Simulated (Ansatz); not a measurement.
Run report: GeSi6, geometry relaxation (part 1 of 3)

The run: geometry relaxation of GeSi6 (slab, 7 atoms in the cell). Method and program: DFT PBEsol, scalar-relativistic, plane waves, PAW, spin-polarised (Ansatz 0.2.0).

The structure derives from a Materials Project entry. The input holds or restrains some coordinates. Forces given for the steps count only the free coordinates. It belongs to a series of runs on one base structure; here: Ge put at a hollow Si-Si site. Figures and captions count atoms from 1; the log counts them from 0 in places.

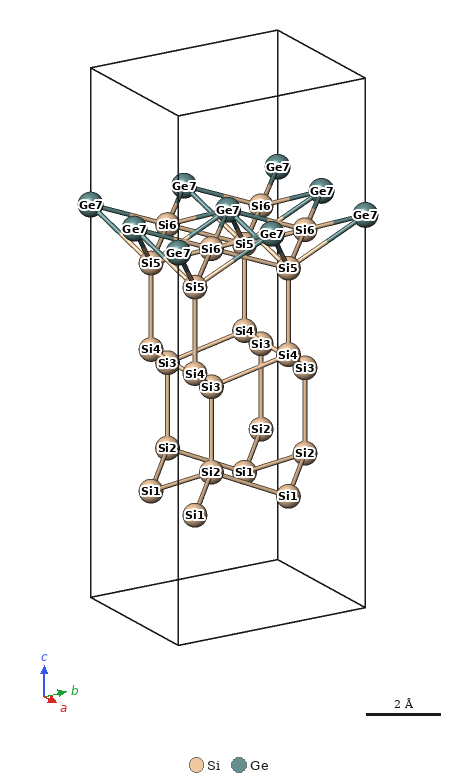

The structure as given in the input (ball-and-stick view of the 2 × 2 repeat of the cell, with the vacuum cut short, seen slightly off an axis; atoms are numbered from 1 in the order of the input). An atom can appear more than once, as a periodic image. Near neighbours in the periodic cell (some may lie outside the picture): Si has 3 Si at 2.35 Å; Si has 4 Si at 2.34 to 2.39 Å; Si has 3 Ge at 2.59 Å and 4 Si at 2.31 to 2.39 Å; Si has 3 Ge at 2.31 Å and 3 Si at 2.31 Å; Ge has 6 Si at 2.31 to 2.59 Å.

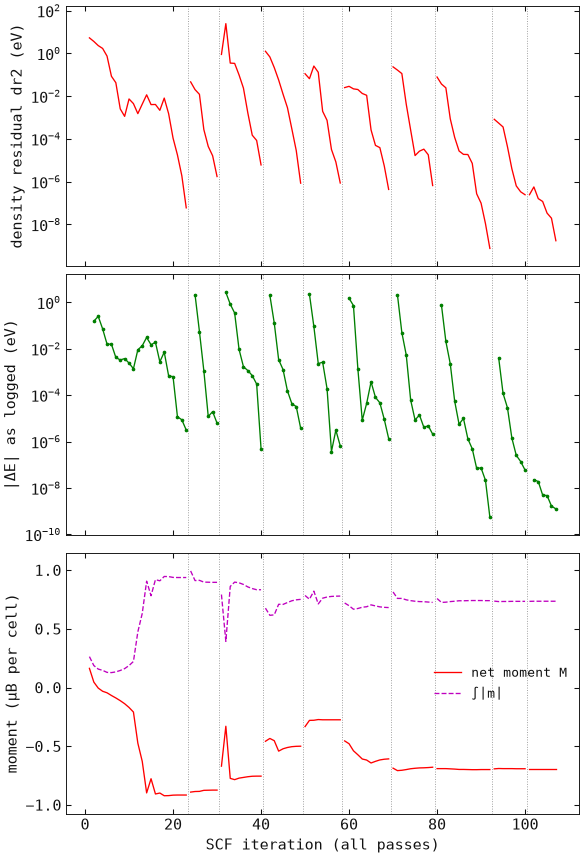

Convergence of the self-consistent field: density residual dr2, size of the energy change and magnetic moment against the SCF iteration. The dotted lines part the SCF passes of the relaxation: geometry steps, rejected trials and re-solves on a re-selected basis. The 10 passes take 7 to 23 iterations each, 107 in all. The net moment goes from 0.2 to −0.7 μB per cell.

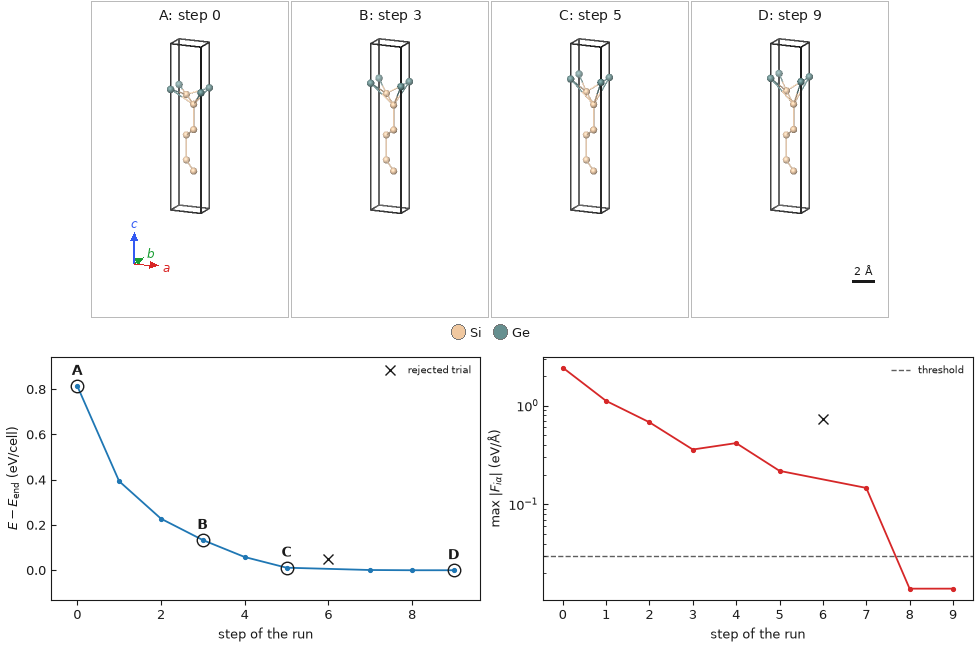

Frames of the restrained relaxation (ball-and-stick view of the cell of the calculation, with the vacuum cut short, seen slightly off an axis) above the curves, on which the letters mark them (the first geometry is step 0 here and step 1 in the log).

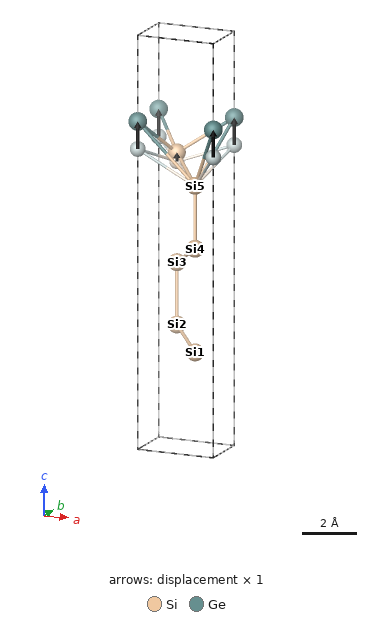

Start (faint) and end (solid) with the displacements as black arrows, at true length (ball-and-stick view of the cell of the calculation, with the vacuum cut short, seen slightly off an axis). The largest move is that of Ge7, 1.05 Å. By element the largest moves are Ge 1.05 Å, Si 0.35 Å. The lattice vectors keep their values. Distances before and after: Si5–Ge7 2.589 → 3.250 Å, Si6–Ge7 2.311 → 2.604 Å, Si5–Si6 2.308 → 2.426 Å. Among the angles that change: Si5–Ge7–Si6 131.4° → 100.8°, Si5–Ge7–Si5 95.3° → 72.1°, Ge7–Si6–Ge7 111.7° → 94.5°. Over 9 geometry steps the energy falls by 0.814 eV per cell of the calculation. The largest force component goes from 2.4 to 0.014 eV/Å. The line search rejected the trial step at point 6 (counted from 0) and went back. (Atoms are counted from 1 in the order of the input.)

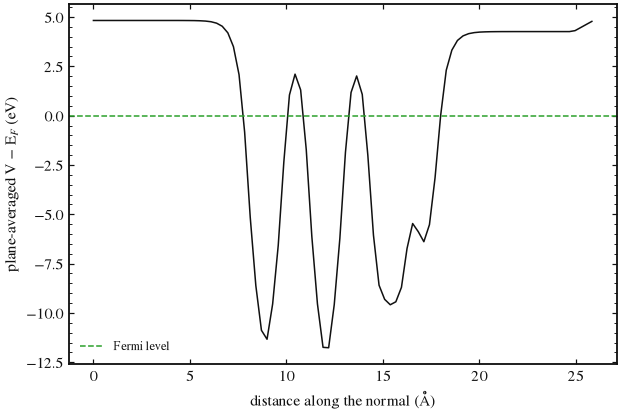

Plane average of the electrostatic potential energy of an electron across the cell, from the Fermi level. The vacuum level lies 4.26 eV above the Fermi level on the upper side and 4.82 eV on the lower.

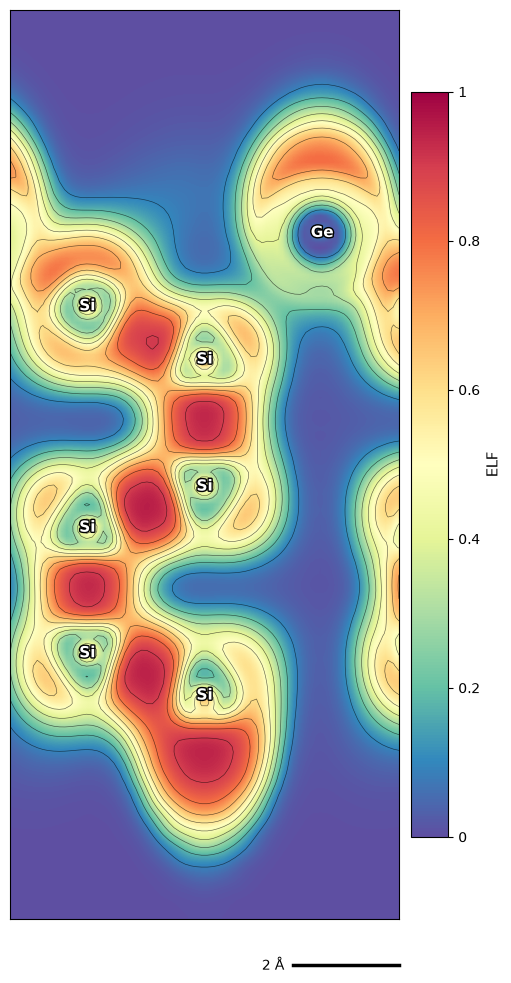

ELF on the (110) plane of the calculation cell, a cut from vacuum to vacuum. Si–Si (2.34 Å): the ELF peaks at about 0.95 between the atoms, which marks a covalent bond. The fields are those of the smooth PAW valence density.

The input and output of the run follow.

### Input
```yaml
crystal:
  lattice:
    - [3.8248883482, 0.0, 0.0]
    - [-1.9124441741, 3.3124504762, 0.0]
    - [0.0, 0.0, 26.1211317575]
  atoms:
    - { symbol: Si, position: [0.6666666667, 0.3333333333, 0.3254070336] }
    - { symbol: Si, position: [0.3333333333, 0.6666666667, 0.3559122529] }
    - { symbol: Si, position: [0.3333333333, 0.6666666667, 0.4464642099] }
    - { symbol: Si, position: [0.6666666667, 0.3333333333, 0.4756407793] }
    - { symbol: Si, position: [0.6666666667, 0.3333333333, 0.5672640865] }
    - { symbol: Si, position: [0.3333333333, 0.6666666667, 0.5929366587] }
    - { symbol: Ge, position: [0.0, 0.0, 0.6189692214], spin: 2.0 }
basis:
  ecutwfc: 420
kpoints:
  mp_grid: { grid: [9, 9, 1] }
hamiltonian:
  xc: pbesol
scf:
  occupations: { method: gaussian, width: 0.05 }
output:
  forces: true
  eigenvalues: true
  populations: true
  write_density: true
  write_potential: true
  elf: true
  volumetric_format: npy
magnetization:
  spin_polarized: true
relax:
  adjacent_minimum: "off"
  f_tol: 0.03
  max_steps: 70
  constraints: [{ sites: [0, 1, 2] }]
efield:
  axis: 3
  dipole_correction: true
  ramp_width: 0.04
```

Command:
```bash
ansatz run input.yaml --threads 1 --pin off --max-ram 2560MiB --backend cpu --events-out ev --progress --plain --runs-dir out
```

### Log
```
Engine: ansatz 0.2.0, x86_64-unknown-linux-gnu
Pseudopotentials: kind: paw
Pseudopotential: Si, paw, valence charge 4, recommended cutoff 420 eV (normal), Si.paw.azcp
Pseudopotential: Ge, paw, valence charge 14, recommended cutoff 420 eV (normal), Ge.paw.azcp
Functional definition: PBEsol
  exchange = pbesol_x
  correlation = pbesol_c
Crystal: 7 atoms, lattice volume = 330.948 Å³
Basis set: ecut = 420 eV, 6459 PW (Γ), exchange–correlation on 54×54×360 points (8 copies of the dense FFT grid, shifted against one another)
Bands: 27, of which v1, the nominal top of the filled ones, is band 19 counted from 1 (18 counted from 0)
Symmetry: 6 space group operations
k-points: 12 of 81 (time reversal used)
Non-local potential: Si, projectors of the file, l = 0: 2, l = 1: 2, l = 2: 2
Non-local potential: Ge, projectors of the file, l = 0: 2, l = 1: 2, l = 2: 3, l = 3: 1
PAW form: soft (Blöchl's): semilocal exchange-correlation on the pseudo side does not see the compensation charge
PAW frozen core: Si, regenerated for the run's functional, and the local potential with it (the file was generated under x = pbe(κ = 0.804, μ = 0.2195149727645171), c = pbe(β = 0.06672455060314922))
PAW frozen core: Ge, regenerated for the run's functional, and the local potential with it (the file was generated under x = pbe(κ = 0.804, μ = 0.2195149727645171), c = pbe(β = 0.06672455060314922))
PAW one-centre angular grid: Si, 110 points (default); XC on 64 Gauss nodes
PAW one-centre angular grid: Ge, 590 points (default); XC on 64 Gauss nodes
Initial density: superposition of atomic densities (neutral atoms: chi_scale 0, normalization atom)
Starting moments: Σ|m| = 2 μB on 1 of 7 sites
Initial wavefunctions: pseudopotential atomic-orbital guess
Functional: x = pbesol(κ = 0.804, μ = 0.12345679012345678), c = pbesol(β = 0.046)
```
